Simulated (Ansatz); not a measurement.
## Geometry relaxation, with input and output: CdTe (part 1 of 3)

CdTe (slab, 12 atoms in the cell), computed with DFT PBE, scalar-relativistic, plane waves, PAW, no spin polarisation (Ansatz 0.2.0).

The structure derives from an entry of the Crystallography Open Database. The input holds or restrains some coordinates. Forces given for the steps count only the free coordinates. It belongs to a series of runs on one base structure; here: clean slab, lower planes held. Figures and captions count atoms from 1; the log counts them from 0 in places.

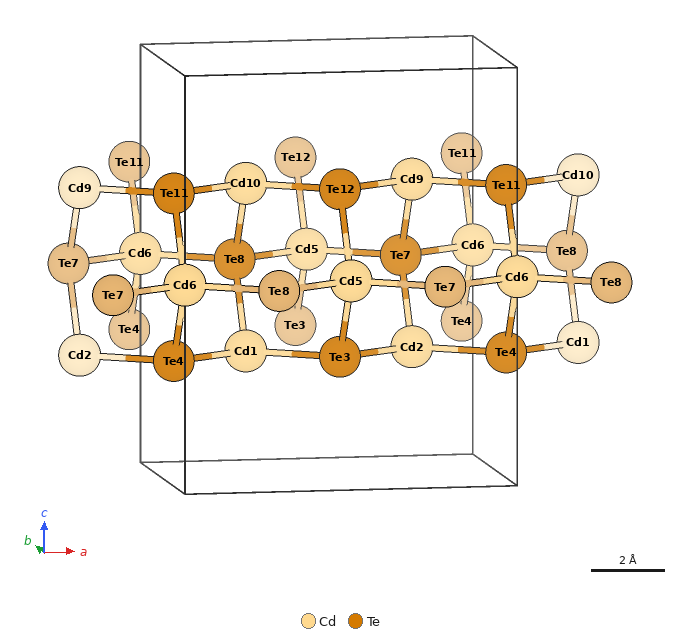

Figure 1. The structure as given in the input (ball-and-stick view of the cell of the calculation, with the vacuum cut short, seen slightly off an axis; neighbours outside the cell are drawn fainter; atoms are numbered from 1 in the order of the input). An atom can appear more than once, as a periodic image. Near neighbours in the periodic cell (some may lie outside the picture): Cd has 3 Te at 2.87 Å; Te has 3 Cd at 2.87 Å; Cd has 4 Te at 2.87 Å; Te has 4 Cd at 2.87 Å.

Key numbers:

```tsv
quantity	value
outcome	converged under the restraints of the input
electrons treated	216
free energy	−91409.7489 eV
work function, top face	4.72 eV
work function, bottom face	4.38 eV
Fermi energy	−0.573 eV
gap on the k-point mesh	1.14 eV
final volume	1280.62 Å³
work function (upper face)	4.72 eV
largest force (length of the vector) at the end, held atoms and coordinates included	0.788 eV/Å
hardware	4 threads of Intel Xeon (Sapphire Rapids), 16 GiB of memory available, shared host
wall time	81 s (CPU time 4.3 min)
peak memory	2.6 GiB
```

Warnings of the run: the exchange-correlation potential is rough where the density is thin.

Input:
```yaml
crystal:
  lattice:
    - [9.3583791606, 0.0, 0.0]
    - [0.0, 6.6173733654, 0.0]
    - [0.0, 0.0, 20.6791895803]
  atoms:
    - { symbol: Cd, position: [0.25, 0.5, 0.3868623559] }
    - { symbol: Cd, position: [0.75, 0.5, 0.3868623559] }
    - { symbol: Te, position: [0.5, 0.25, 0.3868623559] }
    - { symbol: Te, position: [0.0, 0.25, 0.3868623559] }
    - { symbol: Cd, position: [0.5, 0.0, 0.5] }
    - { symbol: Cd, position: [0.0, 0.0, 0.5] }
    - { symbol: Te, position: [0.75, 0.75, 0.5] }
    - { symbol: Te, position: [0.25, 0.75, 0.5] }
    - { symbol: Cd, position: [0.75, 0.5, 0.6131376441] }
    - { symbol: Cd, position: [0.25, 0.5, 0.6131376441] }
    - { symbol: Te, position: [0.0, 0.25, 0.6131376441] }
    - { symbol: Te, position: [0.5, 0.25, 0.6131376441] }
basis:
  ecutwfc: 420
kpoints:
  mp_grid: { grid: [2, 3, 1] }
hamiltonian:
  xc: pbe
scf:
  occupations: { method: gaussian, width: 0.05 }
output:
  forces: true
  eigenvalues: true
  write_density: true
  write_potential: true
  elf: true
  volumetric_format: npy
relax:
  adjacent_minimum: "off"
  f_tol: 0.03
  max_steps: 70
  constraints: [{ sites: [0, 1, 2, 3] }]
efield:
  axis: 3
  dipole_correction: true
  ramp_width: 0.04
```

Launched with:
```bash
ansatz run input.yaml --threads 4 --pin off --max-ram 12288MiB --backend cpu --events-out ev --progress --plain --runs-dir out
```

The program's output:
```
Engine: ansatz 0.2.0, x86_64-unknown-linux-gnu
Pseudopotentials: kind: paw
Pseudopotential: Cd, paw, valence charge 20, recommended cutoff 420 eV (normal), Cd.paw.azcp
Pseudopotential: Te, paw, valence charge 16, recommended cutoff 420 eV (normal), Te.paw.azcp
Functional definition: PBE
  parameter kappa = 0.804
  parameter beta = 0.06672455060314922
  exchange = pbe_x(kappa = kappa, mu = beta*pi^2/3)
  correlation = pbe_c(beta = beta)
Crystal: 12 atoms, lattice volume = 1280.619 Å³
Basis set: ecut = 420 eV, 24989 PW (Γ), exchange–correlation on 128×90×288 points (8 copies of the dense FFT grid, shifted against one another)
Bands: 130, of which v1, the nominal top of the filled ones, is band 108 counted from 1 (107 counted from 0)
Symmetry: 4 space group operations
k-points: 4 of 6 (time reversal used)
Non-local potential: Cd, projectors of the file, l = 0: 3, l = 1: 2, l = 2: 2, l = 3: 1
Non-local potential: Te, projectors of the file, l = 0: 2, l = 1: 2, l = 2: 2, l = 3: 2
PAW form: soft (Blöchl's): semilocal exchange-correlation on the pseudo side does not see the compensation charge
PAW one-centre angular grid: Cd, 590 points (default); XC on 64 Gauss nodes
PAW one-centre angular grid: Te, 590 points (default); XC on 64 Gauss nodes
Initial density: superposition of atomic densities (neutral atoms: chi_scale 0, normalization atom), corrected by the library's trained network
Initial wavefunctions: pseudopotential atomic-orbital guess
Functional: x = pbe(κ = 0.804, μ = 0.2195149727645171), c = pbe(β = 0.06672455060314922)
SCF iter   1: F=—  HF=-91408.621576 eV  |F-HF|=—  |Δ(HF+E_count)|=         —  Δρ=8.56e-4  dr2=4.58e-2  ethr=1.77e-3  p=0.000 e·Å  D=3.39e-14 V/Å  ΔV_dip=-0.00 eV  dr2_dipole=2.93e-8  V_vac-E_F(+/−)=4.60/4.60 eV  ⟨swp⟩=8.8  Hψ=2341  notcnv=0  defer=26
efield: sawtooth ramp at fractional position 0.9800 (placed from the atoms, in the widest stretch of the axis that holds none; the zero of the levels goes with the place), width 0.0400; the density the first Hamiltonian is built on has a dipole p = 0.000 e·Å; the dipole correction subtracts the counter field D = 3.39e-14 V/Å, which shifts the + side's vacuum level by -0.00 eV against the − side's; the planar-averaged density in the ramp window peaks in size at 5.5e-6 e/Å³
preconditioner: auto → Resta (q_TF=auto, 2.028 Å⁻¹)  ε∞=2.1  [insulator: Δε(μ)=0.761 eV  Ē_g=10.297 eV  σ=0.050 eV  W_gap=1.00  n_scr=170 (ndim 8)  ℏωp=10.8 eV  f_vac=0.641  D(μ)=0.00/eV (n_scr^D=0)  ε∞_Penn≈2.1  vacuum switching on, ρ_ref=7.7e-3 e/Å³]
SCF iter   2: F=—  HF=-91408.620472 eV  |F-HF|=—  |Δ(HF+E_count)|=   1.10e-3  Δρ=4.11e-4  dr2=3.67e-3  ethr=2.12e-5  p=-0.000 e·Å  D=-2.44e-5 V/Å  ΔV_dip=0.00 eV  dr2_dipole=9.10e-8  V_vac-E_F(+/−)=4.66/4.66 eV  ⟨swp⟩=3.0  Hψ=884  notcnv=0  defer=70
SCF iter   3: F=—  HF=-91408.621572 eV  |F-HF|=—  |Δ(HF+E_count)|=   1.10e-3  Δρ=1.97e-4  dr2=7.56e-4  ethr=1.70e-6  p=0.000 e·Å  D=1.66e-5 V/Å  ΔV_dip=-0.00 eV  dr2_dipole=7.44e-8  V_vac-E_F(+/−)=4.64/4.64 eV  ⟨swp⟩=2.0  Hψ=641  notcnv=0  defer=70
SCF iter   4: F=—  HF=-91408.622426 eV  |F-HF|=—  |Δ(HF+E_count)|=   8.54e-4  Δρ=7.54e-5  dr2=1.43e-4  ethr=3.50e-7  p=-0.000 e·Å  D=-6.07e-5 V/Å  ΔV_dip=0.00 eV  dr2_dipole=8.08e-7  V_vac-E_F(+/−)=4.64/4.64 eV  ⟨swp⟩=2.0  Hψ=658  notcnv=0  defer=70
SCF iter   5: F=—  HF=-91408.622552 eV  |F-HF|=—  |Δ(HF+E_count)|=   1.25e-4  Δρ=2.27e-5  dr2=1.43e-5  ethr=6.64e-8  p=0.001 e·Å  D=8.70e-5 V/Å  ΔV_dip=-0.00 eV  dr2_dipole=1.70e-6  V_vac-E_F(+/−)=4.64/4.64 eV  ⟨swp⟩=2.0  Hψ=630  notcnv=0  defer=70
SCF iter   6: F=-91408.622555 eV  HF=-91408.622563 eV  |F-HF|=8.00e-6  |Δ(HF+E_count)|=   1.14e-5  Δρ=9.22e-6  dr2=7.91e-6  ethr=6.62e-9  p=-0.001 e·Å  D=-1.17e-4 V/Å  ΔV_dip=0.00 eV  dr2_dipole=2.97e-6  V_vac-E_F(+/−)=4.64/4.63 eV  ⟨swp⟩=25.5  Hψ=5470  notcnv=0
SCF 1 converged in 6 iterations: F = -91408.622555 eV  dr2 = 7.91e-6
  greatest PAW one-centre occupation: 1.000 electrons in one spin orbital (limit 2), on the Cd atom at site 5 (counted from 0), in its partial waves of l = 0
relax step   1: F+E_penalty+E_count = -91408.62255536 eV  Δ(F+E_penalty+E_count) = +0.000e0 eV  max|allowed force component| = 8.235e-1 eV/Å  Δτ_max = 0.0000 Å  (6 SCF iters, dr2 threshold 2.25e-5 eV, accepted)
Initial density: handed on by an earlier stage of this run
Initial wavefunctions: those handed on with the density
iter 1 solved again at ethr=5.29e-5 eV; its pass at ethr=3.10e-3 eV (dr2=1.14e-1 eV) is discarded
SCF iter   1: F=—  HF=-91409.247276 eV  |F-HF|=—  |Δ(HF+E_count)|=         —  Δρ=2.27e-3  dr2=1.10e-1  ethr=5.29e-5  p=-0.001 e·Å  D=-1.18e-4 V/Å  ΔV_dip=0.00 eV  dr2_dipole=1.55e-3  V_vac-E_F(+/−)=4.58/4.58 eV  ⟨swp⟩=2.0  Hψ=1889  notcnv=0  defer=63
efield: sawtooth ramp at fractional position 0.9800 (handed on by an earlier solve), width 0.0400; the density the first Hamiltonian is built on has a dipole p = -0.001 e·Å; the dipole correction subtracts the counter field D = -1.18e-4 V/Å, which shifts the + side's vacuum level by +0.00 eV against the − side's; the planar-averaged density in the ramp window peaks in size at 1.9e-6 e/Å³
preconditioner: auto → Resta (q_TF=auto, 2.028 Å⁻¹)  ε∞=2.1  [insulator: Δε(μ)=0.958 eV  Ē_g=10.323 eV  σ=0.050 eV  W_gap=1.00  n_scr=170 (ndim 8)  ℏωp=10.8 eV  f_vac=0.642  D(μ)=0.00/eV (n_scr^D=0)  ε∞_Penn≈2.1  vacuum switching on, ρ_ref=7.7e-3 e/Å³]
SCF iter   2: F=—  HF=-91409.227717 eV  |F-HF|=—  |Δ(HF+E_count)|=   1.96e-2  Δρ=1.19e-3  dr2=1.57e-2  ethr=5.08e-5  p=-0.044 e·Å  D=-6.23e-3 V/Å  ΔV_dip=0.13 eV  dr2_dipole=6.38e-7  V_vac-E_F(+/−)=4.68/4.55 eV  ⟨swp⟩=2.0  Hψ=659  notcnv=0  defer=63
SCF iter   3: F=—  HF=-91409.228065 eV  |F-HF|=—  |Δ(HF+E_count)|=   3.48e-4  Δρ=3.84e-4  dr2=3.05e-3  ethr=7.28e-6  p=-0.044 e·Å  D=-6.16e-3 V/Å  ΔV_dip=0.13 eV  dr2_dipole=6.68e-4  V_vac-E_F(+/−)=4.68/4.55 eV  ⟨swp⟩=2.0  Hψ=659  notcnv=0  defer=63
SCF iter   4: F=—  HF=-91409.228485 eV  |F-HF|=—  |Δ(HF+E_count)|=   4.20e-4  Δρ=1.46e-4  dr2=2.39e-3  ethr=1.41e-6  p=-0.077 e·Å  D=-1.08e-2 V/Å  ΔV_dip=0.22 eV  dr2_dipole=9.11e-4  V_vac-E_F(+/−)=4.73/4.51 eV  ⟨swp⟩=2.0  Hψ=656  notcnv=0  defer=67
SCF iter   5: F=—  HF=-91409.228110 eV  |F-HF|=—  |Δ(HF+E_count)|=   3.75e-4  Δρ=6.28e-5  dr2=6.14e-5  ethr=1.10e-6  p=-0.061 e·Å  D=-8.58e-3 V/Å  ΔV_dip=0.18 eV  dr2_dipole=8.65e-6  V_vac-E_F(+/−)=4.71/4.53 eV  ⟨swp⟩=2.0  Hψ=539  notcnv=0  defer=69
SCF iter   6: F=-91409.228139 eV  HF=-91409.228137 eV  |F-HF|=1.53e-6  |Δ(HF+E_count)|=   2.72e-5  Δρ=2.16e-5  dr2=6.51e-6  ethr=1.96e-8  p=-0.063 e·Å  D=-8.86e-3 V/Å  ΔV_dip=0.18 eV  dr2_dipole=3.47e-8  V_vac-E_F(+/−)=4.71/4.53 eV  ⟨swp⟩=20.8  Hψ=5248  notcnv=0
SCF 2 converged in 6 iterations: F = -91409.228139 eV  dr2 = 6.51e-6
relax step   2: F+E_penalty+E_count = -91409.22813861 eV  Δ(F+E_penalty+E_count) = -6.056e-1 eV  max|allowed force component| = 5.621e-1 eV/Å  Δτ_max = 0.1949 Å  (6 SCF iters, dr2 threshold 4.24e-5 eV, accepted)
SCF iter   1: F=—  HF=-91409.556616 eV  |F-HF|=—  |Δ(HF+E_count)|=         —  Δρ=1.91e-3  dr2=7.02e-2  ethr=4.10e-4  p=-0.063 e·Å  D=-8.86e-3 V/Å  ΔV_dip=0.18 eV  dr2_dipole=4.33e-4  V_vac-E_F(+/−)=4.66/4.47 eV  ⟨swp⟩=5.5  Hψ=1281  notcnv=0  defer=60
efield: sawtooth ramp at fractional position 0.9800 (handed on by an earlier solve), width 0.0400; the density the first Hamiltonian is built on has a dipole p = -0.063 e·Å; the dipole correction subtracts the counter field D = -8.86e-3 V/Å, which shifts the + side's vacuum level by +0.18 eV against the − side's; the planar-averaged density in the ramp window peaks in size at 1.1e-6 e/Å³
preconditioner: auto → Resta (q_TF=auto, 2.028 Å⁻¹)  ε∞=2.1  [insulator: Δε(μ)=1.049 eV  Ē_g=10.331 eV  σ=0.050 eV  W_gap=1.00  n_scr=170 (ndim 8)  ℏωp=10.8 eV  f_vac=0.644  D(μ)=0.00/eV (n_scr^D=0)  ε∞_Penn≈2.1  vacuum switching on, ρ_ref=7.7e-3 e/Å³]
SCF iter   2: F=—  HF=-91409.547080 eV  |F-HF|=—  |Δ(HF+E_count)|=   9.54e-3  Δρ=1.03e-3  dr2=1.12e-2  ethr=3.25e-5  p=-0.085 e·Å  D=-1.21e-2 V/Å  ΔV_dip=0.25 eV  dr2_dipole=5.38e-5  V_vac-E_F(+/−)=4.72/4.47 eV  ⟨swp⟩=2.0  Hψ=794  notcnv=0  defer=65
SCF iter   3: F=—  HF=-91409.548067 eV  |F-HF|=—  |Δ(HF+E_count)|=   9.87e-4  Δρ=3.05e-4  dr2=1.54e-3  ethr=5.20e-6  p=-0.096 e·Å  D=-1.36e-2 V/Å  ΔV_dip=0.28 eV  dr2_dipole=2.01e-5  V_vac-E_F(+/−)=4.73/4.45 eV  ⟨swp⟩=2.0  Hψ=666  notcnv=0  defer=65
SCF iter   4: F=—  HF=-91409.548250 eV  |F-HF|=—  |Δ(HF+E_count)|=   1.83e-4  Δρ=6.98e-5  dr2=1.60e-4  ethr=7.12e-7  p=-0.103 e·Å  D=-1.46e-2 V/Å  ΔV_dip=0.30 eV  dr2_dipole=1.19e-5  V_vac-E_F(+/−)=4.75/4.45 eV  ⟨swp⟩=2.5  Hψ=743  notcnv=0  defer=65
SCF iter   5: F=—  HF=-91409.548264 eV  |F-HF|=—  |Δ(HF+E_count)|=   1.44e-5  Δρ=3.25e-5  dr2=5.26e-5  ethr=7.39e-8  p=-0.100 e·Å  D=-1.41e-2 V/Å  ΔV_dip=0.29 eV  dr2_dipole=1.71e-5  V_vac-E_F(+/−)=4.74/4.45 eV  ⟨swp⟩=2.0  Hψ=663  notcnv=0  defer=65
SCF iter   6: F=-91409.548257 eV  HF=-91409.548264 eV  |F-HF|=6.83e-6  |Δ(HF+E_count)|=   5.95e-7  Δρ=1.58e-5  dr2=9.61e-6  ethr=9.14e-9  p=-0.103 e·Å  D=-1.46e-2 V/Å  ΔV_dip=0.30 eV  dr2_dipole=2.13e-6  V_vac-E_F(+/−)=4.75/4.45 eV  ⟨swp⟩=19.5  Hψ=5022  notcnv=0
SCF 3 converged in 6 iterations: F = -91409.548257 eV  dr2 = 9.61e-6
  greatest PAW one-centre occupation: 1.000 electrons in one spin orbital (limit 2), on the Cd atom at site 9 (counted from 0), in its partial waves of l = 0
relax step   3: F+E_penalty+E_count = -91409.54825680 eV  Δ(F+E_penalty+E_count) = -3.201e-1 eV  max|allowed force component| = 3.816e-1 eV/Å  Δτ_max = 0.1989 Å  (6 SCF iters, dr2 threshold 1.97e-5 eV, accepted)
SCF iter   1: F=—  HF=-91409.708366 eV  |F-HF|=—  |Δ(HF+E_count)|=         —  Δρ=1.81e-3  dr2=5.55e-2  ethr=2.96e-4  p=-0.103 e·Å  D=-1.46e-2 V/Å  ΔV_dip=0.30 eV  dr2_dipole=8.92e-5  V_vac-E_F(+/−)=4.70/4.40 eV  ⟨swp⟩=6.0  Hψ=1268  notcnv=0  defer=51
efield: sawtooth ramp at fractional position 0.9800 (handed on by an earlier solve), width 0.0400; the density the first Hamiltonian is built on has a dipole p = -0.103 e·Å; the dipole correction subtracts the counter field D = -1.46e-2 V/Å, which shifts the + side's vacuum level by +0.30 eV against the − side's; the planar-averaged density in the ramp window peaks in size at 1.1e-6 e/Å³
preconditioner: auto → Resta (q_TF=auto, 2.028 Å⁻¹)  ε∞=2.1  [insulator: Δε(μ)=1.095 eV  Ē_g=10.337 eV  σ=0.050 eV  W_gap=1.00  n_scr=170 (ndim 8)  ℏωp=10.8 eV  f_vac=0.646  D(μ)=0.00/eV (n_scr^D=0)  ε∞_Penn≈2.1  vacuum switching on, ρ_ref=7.7e-3 e/Å³]
SCF iter   2: F=—  HF=-91409.703037 eV  |F-HF|=—  |Δ(HF+E_count)|=   5.33e-3  Δρ=9.69e-4  dr2=1.01e-2  ethr=2.57e-5  p=-0.095 e·Å  D=-1.34e-2 V/Å  ΔV_dip=0.28 eV  dr2_dipole=6.78e-4  V_vac-E_F(+/−)=4.71/4.43 eV  ⟨swp⟩=2.0  Hψ=752  notcnv=0  defer=58
SCF iter   3: F=—  HF=-91409.704894 eV  |F-HF|=—  |Δ(HF+E_count)|=   1.86e-3  Δρ=3.85e-4  dr2=6.22e-3  ethr=4.66e-6  p=-0.136 e·Å  D=-1.92e-2 V/Å  ΔV_dip=0.40 eV  dr2_dipole=1.81e-3  V_vac-E_F(+/−)=4.76/4.36 eV  ⟨swp⟩=2.0  Hψ=670  notcnv=0  defer=58
SCF iter   4: F=—  HF=-91409.704436 eV  |F-HF|=—  |Δ(HF+E_count)|=   4.58e-4  Δρ=1.51e-4  dr2=1.06e-3  ethr=2.88e-6  p=-0.105 e·Å  D=-1.49e-2 V/Å  ΔV_dip=0.31 eV  dr2_dipole=3.76e-4  V_vac-E_F(+/−)=4.71/4.41 eV  ⟨swp⟩=2.0  Hψ=542  notcnv=0  defer=58
SCF iter   5: F=-91409.704378 eV  HF=-91409.704366 eV  |F-HF|=1.20e-5  |Δ(HF+E_count)|=   7.00e-5  Δρ=5.01e-5  dr2=4.37e-5  ethr=3.11e-8  p=-0.116 e·Å  D=-1.64e-2 V/Å  ΔV_dip=0.34 eV  dr2_dipole=1.01e-6  V_vac-E_F(+/−)=4.74/4.40 eV  ⟨swp⟩=18.5  Hψ=4984  notcnv=0
SCF 4 converged in 5 iterations: F = -91409.704378 eV  dr2 = 4.37e-5
relax step   4: F+E_penalty+E_count = -91409.70437798 eV  Δ(F+E_penalty+E_count) = -1.561e-1 eV  max|allowed force component| = 1.363e-1 eV/Å  Δτ_max = 0.1971 Å  (5 SCF iters, dr2 threshold 6.71e-5 eV, accepted)
```
